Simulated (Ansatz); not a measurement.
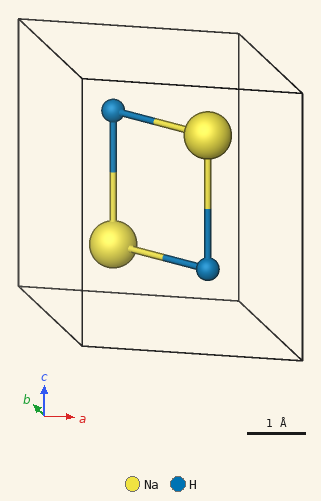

Lattice vibrations of crystalline NaH (a generated structure), at the zone centre. The picture is a ball-and-stick view of the cell of the calculation, seen slightly off an axis.

The calculation used DFT PBE, scalar-relativistic, plane waves, PAW in Ansatz.

Input
```yaml
crystal:
  lattice:
    - [3.9724694124, 0.0, 0.0]
    - [-1.9862347062, 3.4402594269, 0.0]
    - [0.0, 0.0, 4.8731593062]
  atoms:
    - { symbol: Na, position: [0.3333333333, 0.6666666667, 0.25] }
    - { symbol: Na, position: [0.6666666667, 0.3333333333, 0.75] }
    - { symbol: H, position: [0.3333333333, 0.6666666667, 0.75] }
    - { symbol: H, position: [0.6666666667, 0.3333333333, 0.25] }
basis:
  ecutwfc: 420
kpoints:
  mp_grid: { grid: [6, 6, 6] }
hamiltonian:
  xc: pbe
scf:
  occupations: { method: fixed }
output:
  eigenvalues: true
phonons:
  method: dfpt
  dielectric: true
  rigid_motions: translations
  eigenvectors: true
  qmesh: [2, 2, 2]
  temperatures: { t_max: 1000, t_step: 100 }
  qpath:
    path:
      - [[0.0, 0.0, 0.0], [0.5, 0.0, 0.0], [0.33333333, 0.33333333, 0.0], [0.0, 0.0, 0.0], [0.0, 0.0, 0.5], [0.5, 0.0, 0.5], [0.33333333, 0.33333333, 0.5], [0.0, 0.0, 0.5]]
      - [[0.5, 0.0, 0.5], [0.5, 0.0, 0.0]]
      - [[0.33333333, 0.33333333, 0.5], [0.33333333, 0.33333333, 0.0]]
    npoints: 8
```

Run as
```bash
ansatz run input.yaml --threads 1 --pin off --max-ram 3072MiB --backend cpu --events-out ev --progress --plain --runs-dir out
```

Frequencies are those without the non-analytic (LO–TO) term.

Question: Which optical modes does it have, at what frequencies, and is it stable there?

Answer: The calculation's cell holds 4 atoms, so there are 9 optical modes, in 6 levels. The optical modes span 2E₂g + 2B₁g + A₂u + E₁u. No level is unstable.

| level | symmetry | frequency (cm⁻¹) | activity |
| --- | --- | --- | --- |
| 1 | E₂g | 143 | Raman-active |
| 2 | B₁g | 190 | silent |
| 3 | A₂u | 424 | infrared-active |
| 4 | E₁u | 630 | infrared-active |
| 5 | E₂g | 728 | Raman-active |
| 6 | B₁g | 808 | silent |

The modes drawn as arrows (one member of each degenerate set):

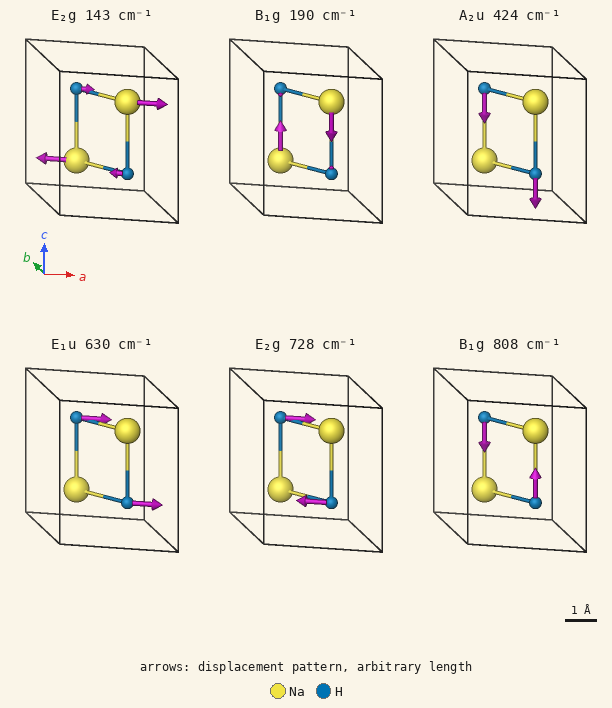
